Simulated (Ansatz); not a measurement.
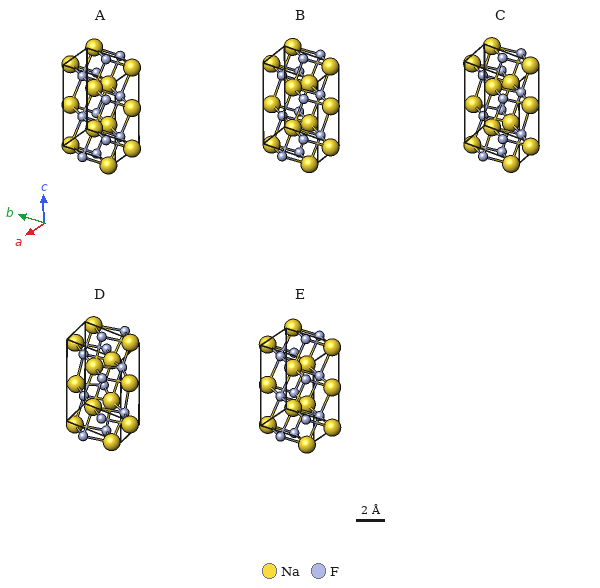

5 geometries from one relaxation of solid NaF (built on the TlCl-63 type type), in shuffled order. The picture is a ball-and-stick view of the cell of the calculation, reduced to other axes, seen from a free direction. Lengths and directions refer to the drawn axes.

Case: shaken.

Theory: Ansatz 0.2.0, DFT, PBEsol, plane waves, PAW. (plane-wave cutoff 420 eV; k-point mesh 6 × 6 × 4; occupations fermi dirac; smearing width 0.05 eV; no spin polarisation; cell and atoms relaxed; force threshold 0.01 eV/Å; at most 120 steps)

> Order the frames from highest to lowest energy.

D, C, B, A, E. They are steps 0, 2, 3, 5, 17, at +1.247 eV per cell of the calculation, +0.652 eV per cell of the calculation, +0.398 eV per cell of the calculation, +0.121 eV per cell of the calculation relative to the last. The atom that moves furthest relative to the cell is an F atom (0.62 Å roughly along [3 −1 −1]). By element the largest moves are F 0.62 Å, Na 0.52 Å. Cell: a 3.069 → 3.273 Å (+6.7 %), b 5.226 → 4.629 Å (−11.4 %), c 6.658 → 6.547 Å (−1.7 %), α 90.3° → 90.0°, β 90.6° → 90.0°, γ 105.8° → 90.0°. Volume −3.5 %. Among the contacts that change: Na–Na 4.614 → 3.273 Å, Na–Na 4.588 → 3.273 Å, Na–Na 4.543 → 3.273 Å, Na–Na 4.497 → 3.273 Å. New bonds form: F–Na (2.95 → 2.31 Å), F–Na (3.11 → 2.31 Å), F–Na (3.22 → 2.31 Å), F–Na (3.38 → 2.31 Å). Among the angles between lasting bonds that change: Na–F–Na 160.1° → 180.0°, Na–F–Na 161.3° → 180.0°, Na–F–Na 164.1° → 180.0°. The space group (tolerance 0.01 Å) goes from P1 (No. 1) to Fm-3m (No. 225). After 13 accepted moves (17 points after the start) the energy has fallen by 1.247 eV per cell of the calculation. Largest force component: 1.6 eV/Å at the start, under 0.0001 eV/Å at the end. The pressure goes from 2.92 to 0.00 GPa. At 4 points the geometry stayed and the basis and grid were re-selected for the new cell (energy shift of 76.2 meV per cell of the calculation at most each time). Cost: 73 s on 2 threads of AMD EPYC 9R45 96-Core Processor (Zen 5) (shared host), peak memory 0.56 GiB.
